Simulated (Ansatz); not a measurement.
```xyz
8
Lattice="6.1843 0.0000 0.0000 0.0000 0.0000 -6.1843 0.0000 6.1843 0.0000" Properties=species:S:1:pos:R:3 pbc="T T T"
Hg    3.0922    0.0000   -3.0922
Hg    0.0000    3.0922   -3.0922
Hg    0.0000    0.0000    0.0000
Hg    3.0922    3.0922    0.0000
Se    4.6383    1.5461   -4.6383
Se    1.5461    4.6383   -4.6383
Se    1.5461    1.5461   -1.5461
Se    4.6383    4.6383   -1.5461
```

Space group F-43m; a structure from a database of computed crystals, not necessarily the ambient phase.

All numbers below come from DFT r2SCAN, scalar-relativistic, plane waves, PAW in Ansatz.

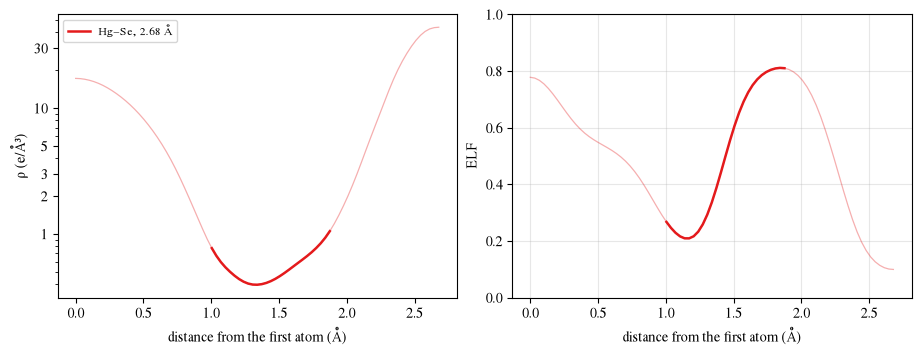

HgSe. Valence pseudo-density and ELF along straight lines between neighbouring atoms. Thin, pale parts lie inside the atomic spheres.

The density is the valence pseudo-density of a PAW calculation; it isn't the true density close to the nuclei.

> What can be read from the curves?

Hg–Se (2.68 Å): ρ is about 0.39 e/Å³ halfway; the ELF is about 0.35 at the midpoint and 0.20 at its lowest between the atoms.
